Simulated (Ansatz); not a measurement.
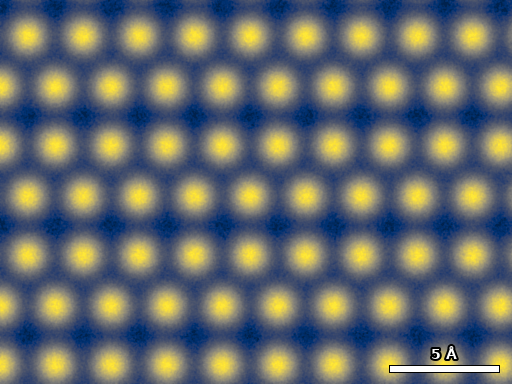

Dark-field STEM-like image of Ta (Fmmm, No. 69). The image is simulated as a sum over atoms of Z^1.8, blurred by a 1.30 Å probe (no channelling). The probe carries 15 % of its weight in a tail 2.5 times as wide. The display is stretched by a gamma of 0.65; percentages refer to the linear signal. Shot noise was added. Model: the end point of a relaxation with DFT r2SCAN, scalar-relativistic, plane waves, PAW in Ansatz; the starting structure was generated, so it need not be a known form of this composition.

```cif
data_structure
_symmetry_space_group_name_H-M 'Fmmm'
_symmetry_Int_Tables_number 69
_cell_length_a 3.0627
_cell_length_b 4.8274
_cell_length_c 10.1905
_cell_angle_alpha 90.000
_cell_angle_beta 90.000
_cell_angle_gamma 90.000
_cell_volume 150.66
loop_
_atom_site_label
_atom_site_type_symbol
_atom_site_symmetry_multiplicity
_atom_site_Wyckoff_symbol
_atom_site_fract_x
_atom_site_fract_y
_atom_site_fract_z
_atom_site_occupancy
Ta1 Ta 8 i 0.50000 0.00000 0.36572 1
```

> Which beam direction gives this image, [110], [111], [120] or [001]? (Directions equivalent by symmetry count as one.)

[110]. The projected cells are 2.59 × 5.26 Å, 104° for [110]; 1.48 × 2.20 Å, 97° for [111]; 0.73 × 5.10 Å, 90° for [120]; 1.53 × 2.41 Å, 90° for [001], and the image repeats as the [110] one does.
